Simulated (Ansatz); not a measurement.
Geometry relaxation, with input and output: Ru

- system: Ru (P6₃/mmc, 2 atoms in the cell)
- method: DFT RPBE, scalar-relativistic, plane waves, PAW, no spin polarisation (Ansatz 0.2.0)

The structure derives from an entry of the Crystallography Open Database.

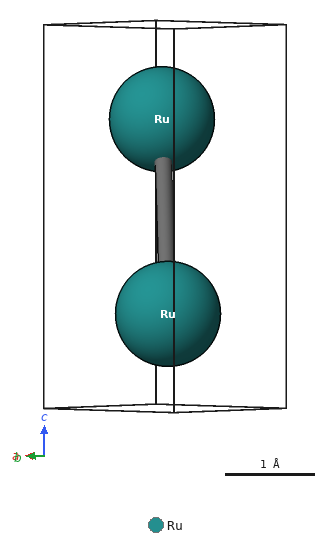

*The starting structure (ball-and-stick view of the cell of the calculation, seen at an oblique angle).*

### The input
```yaml
crystal:
  lattice:
    - [2.7334984491, 0.0, 0.0]
    - [-1.3667492245, 2.3672790981, 0.0]
    - [0.0, 0.0, 4.3202455227]
  atoms:
    - { symbol: Ru, position: [0.3333333333, 0.6666666667, 0.25] }
    - { symbol: Ru, position: [0.6666666667, 0.3333333333, 0.75] }
basis:
  ecutwfc: 420
kpoints:
  mp_grid: { grid: [18, 18, 10] }
hamiltonian:
  xc: rpbe
scf:
  occupations: { method: gaussian, width: 0.1 }
output:
  forces: true
  stress: true
  eigenvalues: true
  write_density: true
  write_potential: true
  elf: true
  volumetric_format: npy
relax:
  adjacent_minimum: "off"
  f_tol: 0.005
  max_steps: 80
  cell: { stress_tol: 0.05 }
```

Run on 2 threads of Intel Xeon @ 2.50GHz (Skylake/Cascade Lake), 189 GiB of memory available, shared host.

Launch command:
```bash
ansatz run input.yaml --threads 2 --pin off --max-ram 5120MiB --backend cpu --events-out ev --progress --plain --runs-dir out
```

### What the program printed
```
Engine: ansatz 0.2.0, x86_64-unknown-linux-gnu
Pseudopotentials: kind: paw
Pseudopotential: Ru, paw, valence charge 16, recommended cutoff 420 eV (normal), Ru.paw.azcp
Functional definition: RPBE
  parameter kappa = 0.804
  parameter beta = 0.06672455060314922
  exchange = rpbe_x(kappa = kappa, mu = beta*pi^2/3)
  correlation = pbe_c(beta = beta)
Crystal: 2 atoms, lattice volume = 27.956 Å³
Basis set: ecut = 420 eV, 537 PW (Γ), exchange–correlation on 40×40×60 points (8 copies of the dense FFT grid, shifted against one another)
Bands: 20, of which v1, the nominal top of the filled ones, is band 16 counted from 1 (15 counted from 0)
Symmetry: 24 space group operations
Space group: P63/mmc (ITA 194), of the structure as read, at distance tolerance 3.0e-5 Å
k-points: 222 of 3240
Non-local potential: Ru, projectors of the file, l = 0: 3, l = 1: 2, l = 2: 2, l = 3: 1
PAW form: soft (Blöchl's): semilocal exchange-correlation on the pseudo side does not see the compensation charge
PAW frozen core: Ru, regenerated for the run's functional, and the local potential with it (the file was generated under x = pbe(κ = 0.804, μ = 0.2195149727645171), c = pbe(β = 0.06672455060314922))
PAW one-centre angular grid: Ru, 590 points (default); XC on 64 Gauss nodes
Initial density: superposition of atomic densities (neutral atoms: chi_scale 0, normalization atom), corrected by the library's trained network
Initial wavefunctions: pseudopotential atomic-orbital guess
Functional: x = rpbe, c = pbe(β = 0.06672455060314922)
SCF iter   1: F=—  HF=-11771.957304 eV  |F-HF|=—  |Δ(HF+E_count)|=         —  Δρ=6.62e-3  dr2=3.24e-3  ethr=1.77e-3  ⟨swp⟩=5.0  Hψ=17142  notcnv=0
preconditioner: auto → none  [metal: Δε(μ)=0.008 eV  Ē_g=5.608 eV  σ=0.100 eV  W_gap=0.04  n_scr=8 (ndim 8)  ℏωp=28.1 eV  f_vac=0.000  D(μ)=1.90/eV (n_scr^D=22)  sad-step TF]
SCF iter   2: F=—  HF=-11771.960118 eV  |F-HF|=—  |Δ(HF+E_count)|=   2.81e-3  Δρ=3.93e-3  dr2=1.11e-3  ethr=1.01e-5  ⟨swp⟩=2.0  Hψ=9678  notcnv=0
SCF iter   3: F=—  HF=-11771.961437 eV  |F-HF|=—  |Δ(HF+E_count)|=   1.32e-3  Δρ=3.05e-4  dr2=1.40e-5  ethr=3.48e-6  ⟨swp⟩=2.0  Hψ=6096  notcnv=0
SCF iter   4: F=—  HF=-11771.961390 eV  |F-HF|=—  |Δ(HF+E_count)|=   4.67e-5  Δρ=1.30e-4  dr2=6.21e-7  ethr=4.39e-8  ⟨swp⟩=2.0  Hψ=7961  notcnv=0
iter 5 did not close the SCF: its close was put off for the readings that it lacked (scf_convergence_deferred on its scf_iter line)
SCF iter   5: F=-11771.961391 eV  HF=-11771.961391 eV  |F-HF|=6.37e-8  |Δ(HF+E_count)|=   9.32e-7  Δρ=1.90e-5  dr2=9.04e-8  ethr=1.94e-9  ⟨swp⟩=2.2  Hψ=7692  notcnv=0
SCF iter   6: F=-11771.961391 eV  HF=-11771.961391 eV  |F-HF|=2.06e-10  |Δ(HF+E_count)|=   2.30e-8  Δρ=2.15e-6  dr2=4.01e-10  ethr=2.83e-10  ⟨swp⟩=5.7  Hψ=26650  notcnv=0
SCF 1 converged in 6 iterations: F = -11771.961391 eV  dr2 = 4.01e-10
  greatest PAW one-centre occupation: 0.997 electrons in one spin orbital (limit 2), on the Ru atom at site 1 (counted from 0), in its partial waves of l = 0
relax step   1: F+E_penalty+E_count = -11771.96139100 eV  Δ(F+E_penalty+E_count) = +0.000e0 eV  max|allowed force component| = 2.313e-17 eV/Å  Δτ_max = 0.0000 Å  P = -0.308 GPa  Ω = 27.956 Å³  (6 SCF iters, dr2 threshold 1.00e-7 eV, accepted)
Crystal: 2 atoms, lattice volume = 27.897 Å³
Initial density: handed on by an earlier stage of this run
Initial wavefunctions: those handed on with the density
iter 1 solved again at ethr=2.50e-8 eV; its pass at ethr=3.10e-3 eV (dr2=7.99e-6 eV) is discarded
SCF iter   1: F=—  HF=-11771.961479 eV  |F-HF|=—  |Δ(HF+E_count)|=         —  Δρ=1.76e-4  dr2=5.96e-6  ethr=2.50e-8  ⟨swp⟩=3.1  Hψ=23676  notcnv=0
preconditioner: auto → none  [metal: Δε(μ)=0.020 eV  Ē_g=5.629 eV  σ=0.100 eV  W_gap=0.11  n_scr=8 (ndim 8)  ℏωp=28.1 eV  f_vac=0.000  D(μ)=1.90/eV (n_scr^D=22)]
SCF iter   2: F=—  HF=-11771.961432 eV  |F-HF|=—  |Δ(HF+E_count)|=   4.63e-5  Δρ=7.62e-5  dr2=5.84e-7  ethr=1.86e-8  ⟨swp⟩=2.0  Hψ=6121  notcnv=0
iter 3 did not close the SCF: its close was put off for the readings that it lacked (scf_convergence_deferred on its scf_iter line)
SCF iter   3: F=-11771.961433 eV  HF=-11771.961433 eV  |F-HF|=1.17e-8  |Δ(HF+E_count)|=   1.69e-7  Δρ=2.12e-5  dr2=5.58e-8  ethr=1.83e-9  ⟨swp⟩=1.1  Hψ=4826  notcnv=0
iter 4 did not close the SCF: its close was put off for the readings that it lacked (scf_convergence_deferred on its scf_iter line)
SCF iter   4: F=-11771.961433 eV  HF=-11771.961433 eV  |F-HF|=1.71e-10  |Δ(HF+E_count)|=   2.03e-8  Δρ=2.00e-6  dr2=2.56e-10  ethr=1.74e-10  ⟨swp⟩=2.4  Hψ=7215  notcnv=0
iter 5 did not close the SCF: its close was put off for the readings that it lacked (scf_convergence_deferred on its scf_iter line)
SCF iter   5: F=-11771.961433 eV  HF=-11771.961433 eV  |F-HF|=7.28e-12  |Δ(HF+E_count)|=  2.33e-10  Δρ=3.36e-7  dr2=1.26e-11  ethr=1.00e-12  ⟨swp⟩=2.0  Hψ=7211  notcnv=0
SCF iter   6: F=-11771.961433 eV  HF=-11771.961433 eV  |F-HF|=0.00e0  |Δ(HF+E_count)|=  3.64e-12  Δρ=5.76e-8  dr2=1.89e-13  ethr=1.00e-12  ⟨swp⟩=4.0  Hψ=18481  notcnv=0
SCF 2 converged in 6 iterations: F = -11771.961433 eV  dr2 = 1.89e-13
relax step   2: F+E_penalty+E_count = -11771.96143257 eV  Δ(F+E_penalty+E_count) = -4.157e-5 eV  max|allowed force component| = 6.476e-17 eV/Å  Δτ_max = 0.0000 Å  P = +0.332 GPa  Ω = 27.897 Å³  energy of the carried Pulay correction = +3.541e-5 eV  (6 SCF iters, dr2 threshold 2.00e-7 eV, accepted)
Crystal: 2 atoms, lattice volume = 27.928 Å³
iter 1 solved again at ethr=5.21e-9 eV; its pass at ethr=3.10e-3 eV (dr2=1.67e-6 eV) is discarded
SCF iter   1: F=—  HF=-11771.961497 eV  |F-HF|=—  |Δ(HF+E_count)|=         —  Δρ=8.80e-5  dr2=1.63e-6  ethr=5.21e-9  ⟨swp⟩=2.8  Hψ=23449  notcnv=0
preconditioner: auto → none  [metal: Δε(μ)=0.018 eV  Ē_g=5.621 eV  σ=0.100 eV  W_gap=0.10  n_scr=8 (ndim 8)  ℏωp=28.1 eV  f_vac=0.000  D(μ)=1.90/eV (n_scr^D=22)]
iter 2 did not close the SCF: its close was put off for the readings that it lacked (scf_convergence_deferred on its scf_iter line)
SCF iter   2: F=-11771.961451 eV  HF=-11771.961451 eV  |F-HF|=4.17e-8  |Δ(HF+E_count)|=   4.57e-5  Δρ=3.77e-5  dr2=1.43e-7  ethr=5.09e-9  ⟨swp⟩=2.0  Hψ=6114  notcnv=0
iter 3 did not close the SCF: its close was put off for the readings that it lacked (scf_convergence_deferred on its scf_iter line)
SCF iter   3: F=-11771.961451 eV  HF=-11771.961451 eV  |F-HF|=3.55e-9  |Δ(HF+E_count)|=   4.03e-8  Δρ=1.12e-5  dr2=1.55e-8  ethr=4.48e-10  ⟨swp⟩=1.2  Hψ=4817  notcnv=0
iter 4 did not close the SCF: its close was put off for the readings that it lacked (scf_convergence_deferred on its scf_iter line)
SCF iter   4: F=-11771.961451 eV  HF=-11771.961451 eV  |F-HF|=3.46e-11  |Δ(HF+E_count)|=   5.75e-9  Δρ=9.30e-7  dr2=5.61e-11  ethr=4.85e-11  ⟨swp⟩=2.5  Hψ=7445  notcnv=0
iter 5 did not close the SCF: its close was put off for the readings that it lacked (scf_convergence_deferred on its scf_iter line)
SCF iter   5: F=-11771.961451 eV  HF=-11771.961451 eV  |F-HF|=3.64e-12  |Δ(HF+E_count)|=  6.37e-11  Δρ=1.53e-7  dr2=3.10e-12  ethr=1.00e-12  ⟨swp⟩=1.8  Hψ=5846  notcnv=0
SCF iter   6: F=-11771.961451 eV  HF=-11771.961451 eV  |F-HF|=1.82e-12  |Δ(HF+E_count)|=  5.46e-12  Δρ=2.76e-8  dr2=5.35e-14  ethr=1.00e-12  ⟨swp⟩=3.9  Hψ=17961  notcnv=0
SCF 3 converged in 6 iterations: F = -11771.961451 eV  dr2 = 5.35e-14
relax step   3: F+E_penalty+E_count = -11771.96145089 eV  Δ(F+E_penalty+E_count) = -1.832e-5 eV  max|allowed force component| = 3.354e-17 eV/Å  Δτ_max = 0.0000 Å  P = -0.001 GPa  Ω = 27.928 Å³  energy of the carried Pulay correction = +1.708e-5 eV  (6 SCF iters, dr2 threshold 2.00e-7 eV, accepted)
Initial wavefunctions: pseudopotential atomic-orbital guess (no wavefunctions were taken with the density)
iter 1 solved again at ethr=1.61e-8 eV; its pass at ethr=3.10e-3 eV (dr2=5.15e-6 eV) is discarded
SCF iter   1: F=—  HF=-11771.961480 eV  |F-HF|=—  |Δ(HF+E_count)|=         —  Δρ=3.82e-6  dr2=7.10e-10  ethr=1.61e-8  ⟨swp⟩=3.0  Hψ=31226  notcnv=0
SCF iter   2: F=—  HF=-11771.961435 eV  |F-HF|=—  |Δ(HF+E_count)|=   4.51e-5  Δρ=1.90e-6  dr2=1.49e-10  ethr=2.22e-12  ⟨swp⟩=3.1  Hψ=11308  notcnv=0
iter 3 did not close the SCF: its close was put off for the readings that it lacked (scf_convergence_deferred on its scf_iter line)
SCF iter   3: F=-11771.961435 eV  HF=-11771.961435 eV  |F-HF|=3.64e-12  |Δ(HF+E_count)|=  1.02e-10  Δρ=3.74e-7  dr2=5.82e-12  ethr=1.00e-12  ⟨swp⟩=2.0  Hψ=8004  notcnv=0
iter 4 did not close the SCF: its close was put off for the readings that it lacked (scf_convergence_deferred on its scf_iter line)
SCF iter   4: F=-11771.961435 eV  HF=-11771.961435 eV  |F-HF|=1.82e-12  |Δ(HF+E_count)|=  5.46e-12  Δρ=7.03e-8  dr2=5.43e-13  ethr=1.00e-12  ⟨swp⟩=1.0  Hψ=4440  notcnv=0
iter 5 did not close the SCF: its close was put off for the readings that it lacked (scf_convergence_deferred on its scf_iter line)
SCF iter   5: F=-11771.961435 eV  HF=-11771.961435 eV  |F-HF|=0.00e0  |Δ(HF+E_count)|=  1.82e-12  Δρ=2.55e-8  dr2=4.61e-14  ethr=1.00e-12  ⟨swp⟩=1.0  Hψ=4440  notcnv=0
iter 6 did not close the SCF: its close was put off for the readings that it lacked (scf_convergence_deferred on its scf_iter line)
SCF iter   6: F=-11771.961435 eV  HF=-11771.961435 eV  |F-HF|=3.64e-12  |Δ(HF+E_count)|=  3.64e-12  Δρ=3.61e-9  dr2=1.05e-15  ethr=1.00e-12  ⟨swp⟩=1.0  Hψ=4440  notcnv=0
SCF iter   7: F=-11771.961435 eV  HF=-11771.961435 eV  |F-HF|=3.64e-12  |Δ(HF+E_count)|=    0.00e0  Δρ=4.63e-10  dr2=1.29e-17  ethr=1.00e-12  ⟨swp⟩=2.1  Hψ=13324  notcnv=0
SCF 4 converged in 7 iterations: F = -11771.961435 eV  dr2 = 1.29e-17
relax step   4: F+E_penalty+E_count = -11771.96143533 eV  Δ(F+E_penalty+E_count) = +1.555e-5 eV  max|allowed force component| = 4.395e-17 eV/Å  Δτ_max = 0.0000 Å  P = -0.000 GPa  Ω = 27.928 Å³  stress off target by 6.63e-4 GPa  SCF on the basis re-selected at this cell (its energy is not comparable with the rows above)  (7 SCF iters)
```

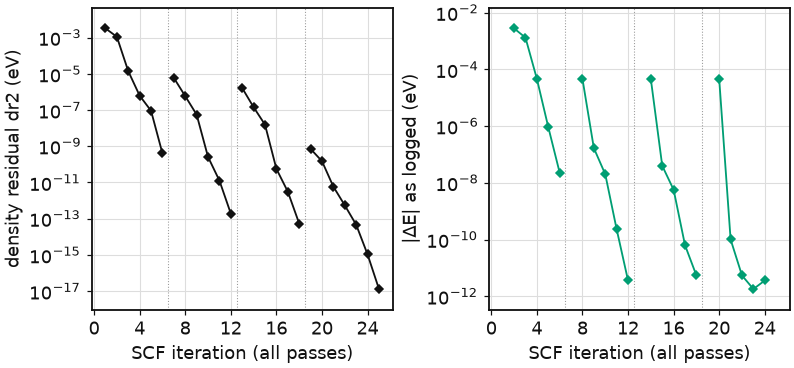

*Convergence of the self-consistent field: density residual dr2 and size of the energy change against the SCF iteration. The dotted lines part the SCF passes of the relaxation: geometry steps, rejected trials and re-solves on a re-selected basis.*

The passes take 6, 6, 6 and 7 iterations.

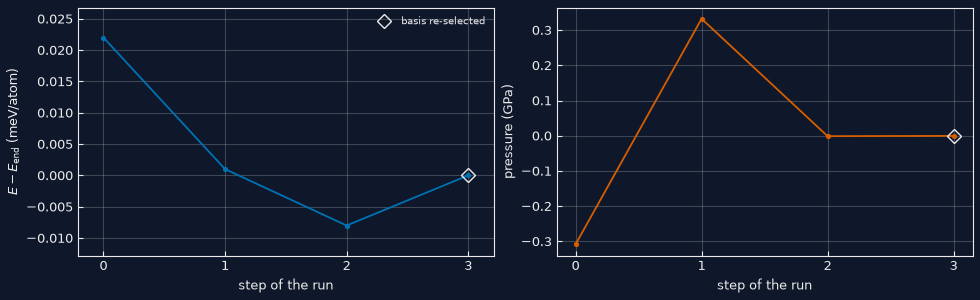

*Progress of the relaxation, step by step (the first geometry is step 0 here and step 1 in the log).*

Over 2 geometry steps the energy falls by next to nothing (0.0 meV per atom). All forces vanish by symmetry, so only the cell relaxes. Pressure: −0.31 GPa at the start and 0.00 GPa at the end. The atoms keep their places relative to the cell (all moves are under 0.005 Å). The volume changes by −0.1 %, with a = b stay at 2.733 Å, c 4.320 → 4.317 Å (−0.1 %). The space group stays P6_3/mmc (No. 194). A last SCF at the same geometry on a re-selected plane-wave basis shifts the energy by +0.0 meV per atom. (Atoms are counted from 1 in the order of the input.)

```
basis re-selected at this cell: Δ(F+E_penalty+E_count) = +1.555e-5 eV, ΔP = +0.001 GPa vs the last step (what re-selecting the basis moved, of the pressure what is left beyond the Pulay correction that the steps carried, after the strain that the cell walked since its last selection, with what the two solves' SCF thresholds leave and, on support functions, any second-order correction that the steps lacked; it is no measure of the basis error at this ecutwfc). This SCF's stress stands 6.63e-4 GPa from its target on what of the cell is left free (relax.cell.stress_tol is 5.00e-2 GPa) and its largest allowed force component is 4.39e-17 eV/Å (relax.f_tol is 5.00e-3 eV/Å): within both
SCF converged after 7 iterations
Free energy (F): -11771.961435 eV
Harris-Foulkes:  -11771.961435 eV  (|F-HF|=3.64e-12)
Internal energy: -11771.951920 eV  (E = F + TS)
E sigma→0 (E₀):  -11771.956678 eV
Entropy (-TS):   -0.009515 eV (-4.758 meV/atom)
Fermi energy:    22.796582 eV
--- Per-component energies (eV) ---
  E_band       = -126.544768
  E_kinetic    = 1026.760530
  E_local      = -2572.984958  (includes V_loc(G=0)·N_el)
  E_nonlocal   = 683.987392
  E_hartree    = 827.540282
  E_xc         = -380.979121
  E_vxc        = -477.736065  (∫ρ·V_xc dr)
  E_paw        = -6935.559399  (= ΣΔE_a)
  E_vpaw       = -441.651885  (= ΣTr[D̂ρ^β])
  E_aug_tail   = -0.000346  (compensation charges beyond the density's cutoff)
  E_ewald      = -4420.515906
  E_core_change = -0.200394  (= ΣΔE_core)
  E_smearing   = -0.009515  (= −TS)
  E_closure    = -0.000000  (closes the sum)
  Σ components = -11771.961435   (vs F -11771.961435, Δ=0.00e0)
--- Forces (eV/Å), atoms counted from 1 ---
  atom   1  Ru    -0.00000000     0.00000000    -0.00000000
  atom   2  Ru     0.00000000    -0.00000000     0.00000000
  max |Σ_I F_I| component: 0.00e0 eV/Å
--- Stress (GPa, compression-positive) ---
       -0.000663       0.000000      -0.000000
        0.000000      -0.000663      -0.000000
       -0.000000      -0.000000      -0.000060
  P = ⅓ Tr σ = -0.0005 GPa (-0.005 kbar)
--- Band table (eV; the first three rows and the last of 222) ---
  k-point 0: bands = ["-50.2795", "-50.0959", "-20.7243", "-19.8726", "-19.8726", "-19.7149", "-19.7149", "-19.6757", "15.0095", "16.8294", "20.3179", "20.3179", "20.5037", "20.9721", "20.9721", "21.4548", "21.4548", "23.9337", "23.9337", "24.0974"]
  k-point 1: bands = ["-50.2751", "-50.1005", "-20.6997", "-19.8688", "-19.8688", "-19.7188", "-19.7188", "-19.7026", "15.1189", "16.8649", "20.2496", "20.2496", "20.4495", "20.9075", "20.9075", "21.6078", "21.6078", "23.7219", "23.9400", "23.9400"]
  k-point 2: bands = ["-50.2622", "-50.1137", "-20.6281", "-19.8577", "-19.8577", "-19.7802", "-19.7301", "-19.7301", "15.4355", "16.9594", "20.1303", "20.1303", "20.3045", "20.7392", "20.7392", "21.9728", "21.9728", "22.8141", "23.9306", "23.9306"]
  k-point 221: bands = ["-50.0832", "-50.0832", "-20.5024", "-20.5024", "-20.2594", "-20.2594", "-19.8557", "-19.8557", "18.2945", "18.2945", "18.8532", "18.8532", "20.1843", "20.1843", "21.6746", "21.6746", "23.9725", "23.9725", "31.0022", "31.0022"]
--- Relaxed structure (3 steps of the walk, 3 accepted, 1 SCFs on fresh bases) ---
  F+E_penalty+E_count = -11771.96143533 eV   max|allowed force component| = 4.395e-17 eV/Å   (the final SCF, on the basis selected at the relaxed cell)
  cell:  # Å, volume = 27.9278 Å³
    - [2.7332929615064256, -2.8865384175806054e-11, 4.940145424114776e-31]
    - [-1.3666464807282146, 2.367101140664199, -4.103315074467573e-20]
    - [-1.0052207314798735e-32, -7.488482702660679e-20, 4.316523276802153]
  atoms:
    - { symbol: Ru, position: [0.3333333333333333, 0.6666666666666666, 0.25000000000000006] }
    - { symbol: Ru, position: [0.6666666666666667, 0.3333333333333333, 0.7500000000000001] }
```

### Trajectory as extended XYZ (Å, eV, eV/Å), 4 frames, from step=1 to step=4
```
2
Lattice="2.7335 0.0000 0.0000 -1.3667 2.3673 0.0000 0.0000 0.0000 4.3202" Properties=species:S:1:pos:R:3:forces:R:3 step=1 energy=-11771.96139 pressure_GPa=-0.31
Ru    0.0000    1.5782    1.0801    0.0000   0.0000   0.0000
Ru    1.3667    0.7891    3.2402    0.0000   0.0000   0.0000
2
Lattice="2.7327 0.0000 0.0000 -1.3663 2.3666 0.0000 0.0000 0.0000 4.3137" Properties=species:S:1:pos:R:3:forces:R:3 step=2 energy=-11771.96143 pressure_GPa=0.33
Ru    0.0000    1.5777    1.0784    0.0000   0.0000   0.0000
Ru    1.3663    0.7889    3.2353    0.0000   0.0000   0.0000
2
Lattice="2.7333 0.0000 0.0000 -1.3666 2.3671 0.0000 0.0000 0.0000 4.3165" Properties=species:S:1:pos:R:3:forces:R:3 step=3 energy=-11771.96145 pressure_GPa=-0.00
Ru    0.0000    1.5781    1.0791    0.0000   0.0000   0.0000
Ru    1.3666    0.7890    3.2374    0.0000   0.0000   0.0000
2
Lattice="2.7333 0.0000 0.0000 -1.3666 2.3671 0.0000 0.0000 0.0000 4.3165" Properties=species:S:1:pos:R:3:forces:R:3 step=4 energy=-11771.96143 pressure_GPa=-0.00
Ru    0.0000    1.5781    1.0791    0.0000   0.0000   0.0000
Ru    1.3666    0.7890    3.2374    0.0000   0.0000   0.0000
```

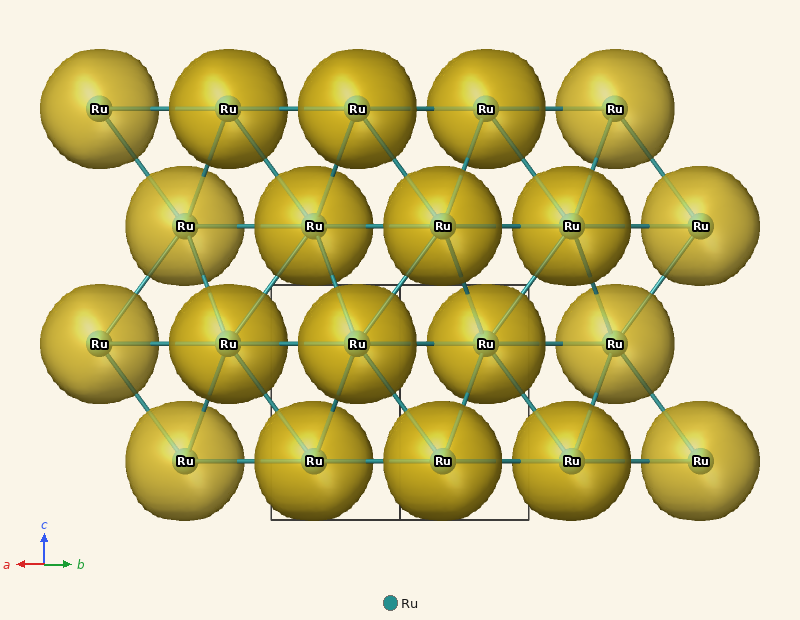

*Isosurface of the valence electron density at 0.5 e/Å³ (yellow), seen along [110]. Sticks mark near contacts. The outline is the cell set on symmetry axes.*

At this value the density breaks into separate islands; it holds about 80 % of the electrons treated as valence (semicore included). It is pinched off along the Ru–Ru (2.67 Å) and Ru–Ru (2.73 Å) contacts. On the grid the lowest density along these lines, outside the cores, is 0.41 e/Å³ (Ru–Ru, 2.67 Å) and 0.37 e/Å³ (Ru–Ru, 2.73 Å). In a PAW calculation such maps are meaningful between the atoms, not at the nuclei.

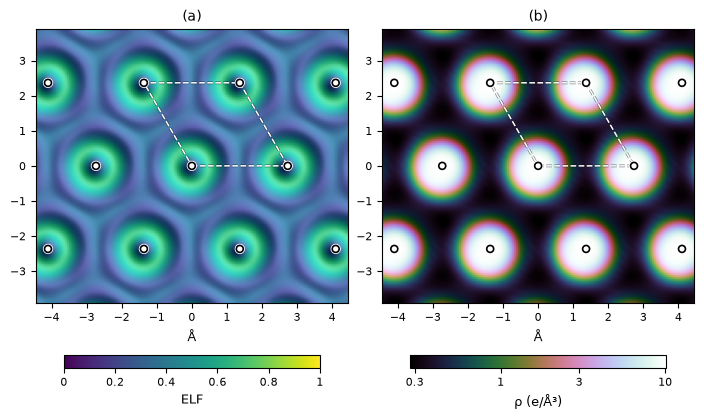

*(a) ELF; (b) valence pseudo-density on the (001) plane of the conventional cell. Circles mark the nuclei in the plane (Ru).*

The plane passes through Ru nuclei. Ru–Ru (2.73 Å): ρ is about 0.37 e/Å³ halfway; the ELF is about 0.30 at the midpoint; no localised pair between them. Away from the nuclei the density in this plane falls to 0.28 e/Å³ at its lowest. The strong features right at Ru lie inside the PAW spheres (semicore, d or f shells) and say nothing about bonding.

### Summary

| quantity | value |
| --- | --- |
| outcome | converged |
| space group (tolerance 0.01 Å) | P6₃/mmc (194) |
| electrons treated | 32 |
| free energy | −11771.9614 eV |
| Fermi energy | 22.797 eV |
| gap on the k-point mesh | none (metallic) |
| pressure | 0.00 GPa |
| final volume | 27.93 Å³ |
| largest force (length of the vector) at the end | under 0.001 eV/Å |
| final cell | a = 2.733 Å, b = 2.733 Å, c = 4.317 Å, α = 90.00°, β = 90.00°, γ = 120.00° |
| wall time | 62 s (CPU time 61 s) |
| peak memory | 0.42 GiB |
